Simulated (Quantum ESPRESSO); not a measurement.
## Run report: BaS, band-structure run (part 2 of 2)

The same run, continued: BaS (Fm-3m, 2 atoms in the cell); Kohn-Sham DFT of a periodic cell, r2SCAN, SG15 PBE 1.2, no spin polarisation (Quantum ESPRESSO 7.5); cutoff 707.5 eV, 5×5×5 k-mesh, fermi-dirac of 0.05 eV. The structure derives from an entry of the Crystallography Open Database.

Geometry of the input (Å; fractional positions):
```
0.0000  3.1938  3.1938
3.1938  0.0000  3.1938
3.1938  3.1938  0.0000
Ba 0.0000  0.0000  0.0000
S  0.5000  0.5000  0.5000
```

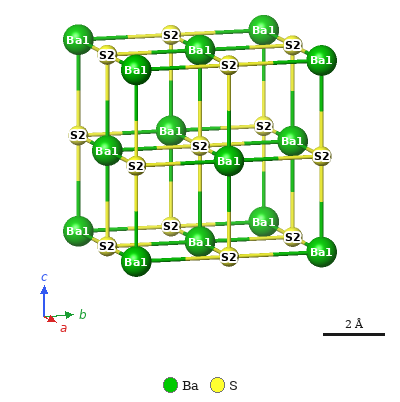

Fig. 1: The structure as given in the input (ball-and-stick view of the cell 4 times as large as that of the calculation, set on its symmetry axes, seen slightly off an axis; atoms are numbered from 1 in the order of the input).

## What the program printed, continued
```
          k = 0.0000 0.0000 0.0000 (  2733 PWs)   bands (ev):

   -21.3634  -5.8159  -5.8159  -5.8159  -5.3226   5.5170   5.5170   5.5170
     9.7072   9.9274   9.9274   9.9274  10.9772  10.9773

          k = 0.1414 0.1414-0.1414 (  2773 PWs)   bands (ev):

   -21.3477  -6.4914  -5.8280  -5.8280  -4.6153   4.7138   5.0980   5.0980
     9.9693  10.5060  10.5061  10.9934  12.0364  12.0364

          k = 0.2828 0.2828-0.2828 (  2803 PWs)   bands (ev):

   -21.3221  -7.0191  -5.8473  -5.8472  -4.0305   3.7892   4.5738   4.5738
    10.8428  11.9737  11.9737  12.1886  14.2158  14.2158

          k = 0.1414-0.1414 0.1414 (  2773 PWs)   bands (ev):

   -21.3477  -6.4914  -5.8280  -5.8280  -4.6153   4.7138   5.0980   5.0980
     9.9693  10.5060  10.5061  10.9934  12.0364  12.0364

          k = 0.2828-0.0000 0.0000 (  2778 PWs)   bands (ev):

   -21.3427  -6.4360  -5.8832  -5.8832  -4.6545   4.3943   5.3949   5.3949
     9.0636  10.5568  11.2089  11.2089  11.3125  13.5214

          k = 0.4243 0.1414-0.1414 (  2773 PWs)   bands (ev):

   -21.3207  -6.7497  -5.9333  -5.9162  -4.4143   4.2164   4.8917   5.0325
     9.2696  11.8742  12.3687  12.5264  12.5736  14.4393

          k =-0.1414-0.4243 0.4243 (  2782 PWs)   bands (ev):

   -21.3121  -6.8981  -6.0137  -5.8822  -4.2151   4.0209   4.6174   4.8270
    10.7451  11.1897  12.1925  12.9334  14.4788  14.8649

          k = 0.0000-0.2828 0.2828 (  2786 PWs)   bands (ev):

   -21.3289  -6.7587  -5.9640  -5.8273  -4.2993   4.1109   4.6446   5.2019
    10.0991  10.8803  11.2339  12.1777  12.9541  14.1101

          k = 0.2828-0.2828 0.2828 (  2803 PWs)   bands (ev):

   -21.3221  -7.0191  -5.8473  -5.8473  -4.0305   3.7892   4.5738   4.5738
    10.8428  11.9737  11.9738  12.1886  14.2158  14.2158

          k = 0.4243-0.1414 0.1414 (  2773 PWs)   bands (ev):

   -21.3207  -6.7497  -5.9333  -5.9162  -4.4143   4.2164   4.8917   5.0325
     9.2696  11.8742  12.3687  12.5264  12.5736  14.4394

          k = 0.5657-0.0000 0.0000 (  2790 PWs)   bands (ev):

   -21.3099  -6.4230  -5.9911  -5.9911  -5.0162   4.7632   5.3887   5.3887
     8.1941  11.8643  12.0086  13.4164  13.4164  14.5304

          k = 0.0000-0.5657 0.5657 (  2812 PWs)   bands (ev):

   -21.3046  -6.4129  -6.2508  -5.9709  -4.7873   4.8439   5.0365   5.0876
     8.8659  12.3425  12.8030  13.0417  13.1188  13.9712

          k = 0.1414-0.4243 0.4243 (  2782 PWs)   bands (ev):

   -21.3121  -6.8981  -6.0138  -5.8822  -4.2151   4.0209   4.6174   4.8270
    10.7451  11.1897  12.1925  12.9334  14.4788  14.8648

          k =-0.1414 0.1414 0.1414 (  2773 PWs)   bands (ev):

   -21.3477  -6.4914  -5.8280  -5.8280  -4.6153   4.7138   5.0980   5.0980
     9.9693  10.5060  10.5060  10.9934  12.0364  12.0364

          k =-0.0000 0.2828 0.0000 (  2778 PWs)   bands (ev):

   -21.3427  -6.4360  -5.8833  -5.8832  -4.6545   4.3943   5.3949   5.3949
     9.0636  10.5568  11.2089  11.2089  11.3125  13.5214

          k = 0.1414 0.4243-0.1414 (  2773 PWs)   bands (ev):

   -21.3207  -6.7497  -5.9333  -5.9162  -4.4143   4.2164   4.8917   5.0325
     9.2696  11.8742  12.3687  12.5264  12.5736  14.4393

          k =-0.4243-0.1414 0.4243 (  2782 PWs)   bands (ev):

   -21.3121  -6.8981  -6.0137  -5.8822  -4.2151   4.0209   4.6174   4.8270
    10.7451  11.1897  12.1925  12.9334  14.4788  14.8648

          k =-0.2828 0.0000 0.2828 (  2786 PWs)   bands (ev):

   -21.3289  -6.7587  -5.9640  -5.8274  -4.2993   4.1109   4.6446   5.2019
    10.0991  10.8802  11.2339  12.1777  12.9541  14.1101

          k = 0.0000-0.0000 0.2828 (  2778 PWs)   bands (ev):

   -21.3427  -6.4360  -5.8833  -5.8832  -4.6545   4.3943   5.3949   5.3949
     9.0636  10.5568  11.2089  11.2089  11.3125  13.5214

          k = 0.1414 0.1414 0.1414 (  2773 PWs)   bands (ev):

   -21.3477  -6.4914  -5.8280  -5.8280  -4.6153   4.7138   5.0980   5.0980
     9.9693  10.5060  10.5061  10.9934  12.0364  12.0364

          k = 0.2828 0.2828 0.0000 (  2786 PWs)   bands (ev):

   -21.3289  -6.7587  -5.9640  -5.8273  -4.2993   4.1109   4.6446   5.2019
    10.0991  10.8802  11.2339  12.1777  12.9541  14.1101

          k =-0.2828-0.2828 0.5657 (  2782 PWs)   bands (ev):

   -21.3121  -6.8981  -6.0137  -5.8822  -4.2151   4.0209   4.6174   4.8270
    10.7451  11.1897  12.1925  12.9334  14.4788  14.8647

          k =-0.1414-0.1414 0.4243 (  2773 PWs)   bands (ev):

   -21.3207  -6.7497  -5.9333  -5.9162  -4.4143   4.2164   4.8917   5.0325
     9.2696  11.8742  12.3687  12.5264  12.5736  14.4393

          k = 0.1414-0.1414 0.4243 (  2773 PWs)   bands (ev):

   -21.3207  -6.7497  -5.9333  -5.9162  -4.4143   4.2164   4.8917   5.0325
     9.2696  11.8742  12.3687  12.5264  12.5736  14.4393

          k = 0.2828-0.0000 0.2828 (  2786 PWs)   bands (ev):

   -21.3289  -6.7587  -5.9640  -5.8274  -4.2993   4.1109   4.6446   5.2019
    10.0991  10.8802  11.2339  12.1777  12.9541  14.1102

          k = 0.4243 0.1414 0.1414 (  2773 PWs)   bands (ev):

   -21.3207  -6.7497  -5.9333  -5.9162  -4.4143   4.2164   4.8917   5.0325
     9.2696  11.8742  12.3687  12.5264  12.5736  14.4394

          k =-0.1414-0.4243 0.7071 (  2779 PWs)   bands (ev):

   -21.3075  -6.6249  -6.0922  -6.0260  -4.5223   4.4121   4.8433   5.1294
     9.6641  11.2079  12.3712  13.2201  13.7271  15.0929

          k = 0.0000-0.2828 0.5657 (  2779 PWs)   bands (ev):

   -21.3075  -6.6249  -6.0923  -6.0260  -4.5223   4.4121   4.8433   5.1294
     9.6641  11.2079  12.3712  13.2201  13.7271  15.0928

          k =-0.4243 0.4243-0.1414 (  2782 PWs)   bands (ev):

   -21.3121  -6.8981  -6.0137  -5.8822  -4.2151   4.0209   4.6174   4.8270
    10.7451  11.1897  12.1925  12.9334  14.4788  14.8645

          k =-0.2828 0.5657-0.2828 (  2782 PWs)   bands (ev):

   -21.3121  -6.8981  -6.0137  -5.8822  -4.2151   4.0209   4.6174   4.8270
    10.7451  11.1897  12.1925  12.9334  14.4788  14.8647

          k =-0.1414 0.7071-0.4243 (  2779 PWs)   bands (ev):

   -21.3075  -6.6249  -6.0922  -6.0261  -4.5223   4.4121   4.8433   5.1294
     9.6641  11.2079  12.3712  13.2201  13.7272  15.0929

          k =-0.7071 0.1414 0.1414 (  2812 PWs)   bands (ev):

   -21.3046  -6.4129  -6.2508  -5.9709  -4.7873   4.8439   5.0365   5.0876
     8.8659  12.3425  12.8030  13.0417  13.1188  13.9712

          k =-0.5657 0.2828-0.0000 (  2779 PWs)   bands (ev):

   -21.3075  -6.6249  -6.0922  -6.0261  -4.5223   4.4121   4.8433   5.1294
     9.6641  11.2079  12.3712  13.2201  13.7271  15.0929

          k =-0.2828 0.2828 0.0000 (  2786 PWs)   bands (ev):

   -21.3289  -6.7587  -5.9640  -5.8274  -4.2993   4.1109   4.6446   5.2019
    10.0991  10.8802  11.2339  12.1777  12.9541  14.1101

          k =-0.1414 0.4243-0.1414 (  2773 PWs)   bands (ev):

   -21.3207  -6.7497  -5.9333  -5.9162  -4.4143   4.2164   4.8917   5.0325
     9.2696  11.8742  12.3687  12.5264  12.5736  14.4393

          k = 0.0000 0.5657-0.2828 (  2779 PWs)   bands (ev):

   -21.3075  -6.6249  -6.0923  -6.0260  -4.5223   4.4121   4.8433   5.1294
     9.6641  11.2079  12.3712  13.2201  13.7271  15.0927

          k =-0.5657-0.0000 0.2828 (  2779 PWs)   bands (ev):

   -21.3075  -6.6249  -6.0922  -6.0261  -4.5223   4.4121   4.8433   5.1294
     9.6641  11.2079  12.3712  13.2201  13.7271  15.0929

          k =-0.4243 0.1414 0.1414 (  2773 PWs)   bands (ev):

   -21.3207  -6.7497  -5.9333  -5.9162  -4.4143   4.2164   4.8917   5.0325
     9.2696  11.8742  12.3687  12.5264  12.5736  14.4394

          k =-0.2828 0.2828 0.2828 (  2803 PWs)   bands (ev):

   -21.3221  -7.0191  -5.8473  -5.8473  -4.0305   3.7891   4.5738   4.5738
    10.8428  11.9737  11.9737  12.1886  14.2158  14.2158

          k =-0.1414 0.4243 0.1414 (  2773 PWs)   bands (ev):

   -21.3207  -6.7497  -5.9333  -5.9162  -4.4143   4.2164   4.8917   5.0325
     9.2696  11.8742  12.3687  12.5265  12.5736  14.4396

          k =-0.0000 0.5657 0.0000 (  2790 PWs)   bands (ev):

   -21.3099  -6.4230  -5.9911  -5.9911  -5.0162   4.7632   5.3887   5.3887
     8.1941  11.8643  12.0086  13.4164  13.4164  14.5304

          k =-0.5657 0.0000 0.5657 (  2812 PWs)   bands (ev):

   -21.3046  -6.4129  -6.2508  -5.9709  -4.7873   4.8439   5.0365   5.0876
     8.8659  12.3425  12.8030  13.0417  13.1188  13.9712

          k =-0.4243 0.1414 0.4243 (  2782 PWs)   bands (ev):

   -21.3121  -6.8981  -6.0137  -5.8822  -4.2151   4.0209   4.6174   4.8270
    10.7451  11.1897  12.1925  12.9334  14.4788  14.8648

          k =-0.1414 0.1414 0.4243 (  2773 PWs)   bands (ev):

   -21.3207  -6.7497  -5.9333  -5.9162  -4.4143   4.2164   4.8917   5.0325
     9.2696  11.8742  12.3687  12.5265  12.5736  14.4393

          k = 0.0000 0.2828 0.2828 (  2786 PWs)   bands (ev):

   -21.3289  -6.7587  -5.9640  -5.8274  -4.2993   4.1109   4.6446   5.2019
    10.0991  10.8802  11.2339  12.1777  12.9541  14.1101

          k = 0.1414 0.4243 0.1414 (  2773 PWs)   bands (ev):

   -21.3207  -6.7497  -5.9333  -5.9162  -4.4143   4.2164   4.8917   5.0325
     9.2696  11.8742  12.3687  12.5264  12.5736  14.4394

          k =-0.4243-0.1414 0.7071 (  2779 PWs)   bands (ev):

   -21.3075  -6.6249  -6.0922  -6.0260  -4.5223   4.4121   4.8433   5.1294
     9.6641  11.2079  12.3712  13.2201  13.7271  15.0927

          k =-0.2828 0.0000 0.5657 (  2779 PWs)   bands (ev):

   -21.3075  -6.6249  -6.0922  -6.0261  -4.5223   4.4121   4.8433   5.1294
     9.6641  11.2079  12.3712  13.2201  13.7271  15.0929

          k = 0.0000-0.0000 0.5657 (  2790 PWs)   bands (ev):

   -21.3099  -6.4230  -5.9911  -5.9911  -5.0162   4.7632   5.3887   5.3887
     8.1941  11.8643  12.0086  13.4164  13.4164  14.5306

          k = 0.1414 0.1414 0.4243 (  2773 PWs)   bands (ev):

   -21.3207  -6.7497  -5.9333  -5.9162  -4.4143   4.2164   4.8917   5.0325
     9.2696  11.8742  12.3687  12.5265  12.5736  14.4393

          k = 0.2828 0.2828 0.2828 (  2803 PWs)   bands (ev):

   -21.3221  -7.0191  -5.8473  -5.8473  -4.0305   3.7892   4.5738   4.5738
    10.8428  11.9737  11.9737  12.1886  14.2157  14.2158

          k =-0.2828-0.2828 0.8485 (  2782 PWs)   bands (ev):

   -21.3121  -6.8981  -6.0137  -5.8822  -4.2151   4.0209   4.6174   4.8270
    10.7451  11.1897  12.1925  12.9334  14.4788  14.8649

          k =-0.1414-0.1414 0.7071 (  2812 PWs)   bands (ev):

   -21.3046  -6.4129  -6.2508  -5.9709  -4.7873   4.8439   5.0365   5.0876
     8.8659  12.3425  12.8030  13.0417  13.1188  13.9711

          k =-0.5657 0.5657-0.0000 (  2812 PWs)   bands (ev):

   -21.3046  -6.4129  -6.2508  -5.9709  -4.7873   4.8439   5.0365   5.0876
     8.8659  12.3425  12.8030  13.0417  13.1188  13.9712

          k =-0.4243 0.7071-0.1414 (  2779 PWs)   bands (ev):

   -21.3075  -6.6249  -6.0922  -6.0261  -4.5223   4.4121   4.8433   5.1294
     9.6641  11.2079  12.3712  13.2201  13.7271  15.0927

          k =-0.2828 0.8485-0.2828 (  2782 PWs)   bands (ev):

   -21.3121  -6.8981  -6.0137  -5.8822  -4.2151   4.0209   4.6174   4.8270
    10.7451  11.1897  12.1925  12.9334  14.4788  14.8646

          k =-0.8485 0.2828 0.2828 (  2782 PWs)   bands (ev):

   -21.3121  -6.8981  -6.0137  -5.8822  -4.2151   4.0209   4.6174   4.8270
    10.7451  11.1897  12.1925  12.9334  14.4788  14.8646

          k =-0.7071 0.4243 0.1414 (  2779 PWs)   bands (ev):

   -21.3075  -6.6249  -6.0923  -6.0261  -4.5223   4.4121   4.8433   5.1294
     9.6641  11.2079  12.3712  13.2201  13.7272  15.0929

          k =-0.4243 0.4243 0.1414 (  2782 PWs)   bands (ev):

   -21.3121  -6.8981  -6.0137  -5.8822  -4.2151   4.0209   4.6174   4.8270
    10.7451  11.1897  12.1925  12.9334  14.4788  14.8648

          k =-0.2828 0.5657 0.0000 (  2779 PWs)   bands (ev):

   -21.3075  -6.6249  -6.0922  -6.0261  -4.5223   4.4121   4.8433   5.1294
     9.6641  11.2079  12.3712  13.2201  13.7271  15.0928

          k =-0.1414 0.7071-0.1414 (  2812 PWs)   bands (ev):

   -21.3046  -6.4129  -6.2508  -5.9709  -4.7873   4.8439   5.0365   5.0876
     8.8659  12.3425  12.8030  13.0417  13.1188  13.9711

          k =-0.7071 0.1414 0.4243 (  2779 PWs)   bands (ev):

   -21.3075  -6.6249  -6.0923  -6.0261  -4.5223   4.4121   4.8433   5.1294
     9.6641  11.2079  12.3712  13.2201  13.7271  15.0930

          k =-0.5657 0.2828 0.2828 (  2782 PWs)   bands (ev):

   -21.3121  -6.8981  -6.0138  -5.8822  -4.2151   4.0209   4.6174   4.8270
    10.7451  11.1897  12.1925  12.9334  14.4788  14.8647

     the Fermi energy is     6.8142 ev

!    total energy              =     -72.29850838 Ry
     estimated scf accuracy    <          7.1E-09 Ry
     smearing contrib. (-TS)   =      -0.00000000 Ry
     internal energy E=F+TS    =     -72.29850838 Ry

     The total energy is F=E-TS. E is the sum of the following terms:
     one-electron contribution =      -7.27829118 Ry
     hartree contribution      =       9.57453698 Ry
     xc contribution           =     -12.10344575 Ry
     ewald contribution        =     -62.49130843 Ry

     convergence has been achieved in   8 iterations

     Forces acting on atoms (cartesian axes, Ry/au):

     atom    1 type  1   force =    -0.00000056   -0.00000000    0.00000133
     atom    2 type  2   force =     0.00000056    0.00000000   -0.00000133

     Total force =     0.000002     Total SCF correction =     0.000013
     SCF correction compared to forces is large: reduce conv_thr to get better values

     Computing stress (Cartesian axis) and pressure

          total   stress  (Ry/bohr**3)                   (kbar)     P=        6.70
   0.00004552  -0.00000002  -0.00000001            6.70       -0.00       -0.00
  -0.00000002   0.00004556   0.00000001           -0.00        6.70        0.00
  -0.00000001   0.00000001   0.00004553           -0.00        0.00        6.70

=------------------------------------------------------------------------------=
   JOB DONE.
=------------------------------------------------------------------------------=
```

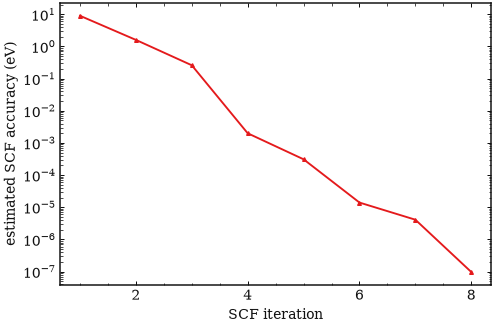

Fig. 2: Convergence of the self-consistent field: estimated SCF accuracy against the iteration. The field takes 8 iterations in all.
